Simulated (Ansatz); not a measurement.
# Calculations on CuO

### Relaxation

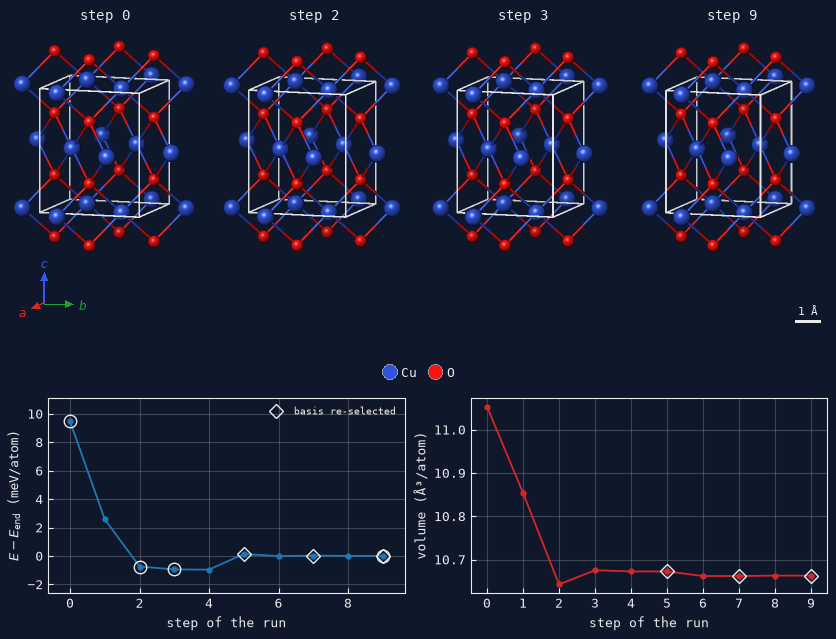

Frames of a relaxation of crystalline CuO (set up in Cccm), marked on the history of the run. Style: ball-and-stick. Shown: the conventional cell (2 times the calculation's cell), slightly off an axis. Lengths and directions refer to the drawn axes.

These are results of DFT PBEsol, scalar-relativistic, plane waves, PAW in Ansatz, not measurements.

Input file:
```yaml
crystal:
  lattice:
    - [1.990968, -2.15355, 0.0]
    - [1.990968, 2.15355, 0.0]
    - [0.0, 0.0, 5.155928]
  atoms:
    - { symbol: Cu, position: [0.0, 0.5, 0.0] }
    - { symbol: Cu, position: [0.5, 0.0, 0.5] }
    - { symbol: O, position: [0.5, 0.5, 0.25] }
    - { symbol: O, position: [0.5, 0.5, 0.75] }
basis:
  ecutwfc: 420
kpoints:
  mp_grid: { grid: [14, 14, 8] }
hamiltonian:
  xc: pbesol
scf:
  occupations: { method: gaussian, width: 0.1 }
output:
  forces: true
  stress: true
  eigenvalues: true
relax:
  adjacent_minimum: "off"
  f_tol: 0.005
  max_steps: 80
  cell: { stress_tol: 0.05 }
```

Launched with:
```bash
ansatz run input.yaml --threads 1 --pin off --max-ram 2560MiB --backend cpu --events-out ev --progress --plain --runs-dir out
```

Describe the path.

The energy falls by 9.5 meV per atom in 6 accepted moves (9 points after the start). All forces vanish by symmetry, so only the cell relaxes. Pressure: −6.05 GPa at the start and 0.00 GPa at the end. At 3 points the geometry stayed and the basis and grid were re-selected for the new cell (energy shift of 1.1 meV per atom at most each time). The atoms keep their places relative to the cell (all moves are under 0.005 Å). The drawn cell changes as follows: a 3.982 → 4.085 Å (+2.6 %), b 4.307 → 4.101 Å (−4.8 %), c 5.156 → 5.092 Å (−1.2 %); the volume changes by −3.5 %. Some distances before and after: Cu1–O3 1.952 → 1.927 Å. Bond angles that change, for instance: Cu1–O4–Cu2 118.7° → 116.0°, Cu1–O4–Cu2 113.1° → 115.7°. The space group stays Cccm (No. 66). From step 0 to 2: volume −3.7 %, energy −10.2 meV per atom. From step 2 to 3: volume +0.3 %, energy −0.2 meV per atom. From step 3 to 9: volume −0.1 %, energy +0.9 meV per atom.

### A change

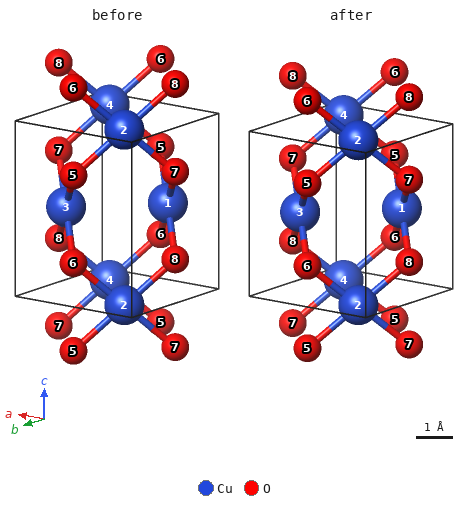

Left: solid CuO (set up in Cccm). Right: the same structure after one change, at the same scale. The picture is a ball-and-stick view of the cell of the calculation, seen from a free direction.

Method: Ansatz 0.2.0, DFT PBEsol, scalar-relativistic, plane waves, PAW. Set-up: plane-wave cutoff 420 eV; k-point mesh 10 × 10 × 8; occupations gaussian; smearing width 0.1 eV; no spin polarisation.

Question: Which change leads from the left to the right?

Answer: Strain along c alone, −6.0 %, is applied. Symmetry leaves the atoms no freedom, so this is a single point.

Question: What does the change do?

Answer: Energy change: +48.8 meV per atom. Pressure: 0.0 GPa before, 15.8 GPa after. The principal stresses (compression positive) are 25.8 GPa along c and 10.8 GPa across it. All forces vanish by symmetry. Near-neighbour distances before and after: Cu–O 1.927 → 1.878 Å. The space group stays Cccm (No. 66).

### Series

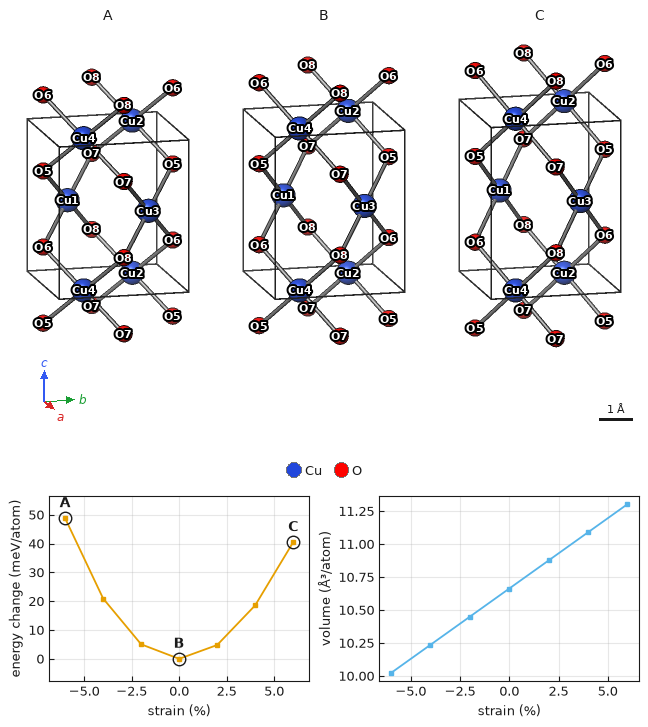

Members of a series of calculations on crystalline CuO (set up in Cccm), marked on the first curve. Style: ball-and-stick. Shown: the cell of the calculation, slightly off an axis.

Level of theory: DFT PBEsol, scalar-relativistic, plane waves, PAW in Ansatz 0.2.0. Set-up: plane-wave cutoff 420 eV; k-point mesh 10 × 10 × 8; occupations gaussian; smearing width 0.1 eV; no spin polarisation.

> Which kind of strain is it, and how does the structure respond?

Strain along c alone, the other axes held, atoms relaxed. A (strain −6.0 %): energy change 48.8 meV/atom, volume 10.02 Å³ per atom. B (strain 0.0 %): energy change 0.0 meV/atom, volume 10.66 Å³ per atom. C (strain 6.0 %): energy change 40.5 meV/atom, volume 11.30 Å³ per atom. The rest compares A with C. The drawn cell changes as follows: a unchanged at 4.085 Å, b unchanged at 4.101 Å, c 4.787 → 5.398 Å (+12.8 %); the volume changes by +12.8 %. Some distances before and after: Cu–O 1.878 → 1.979 Å.
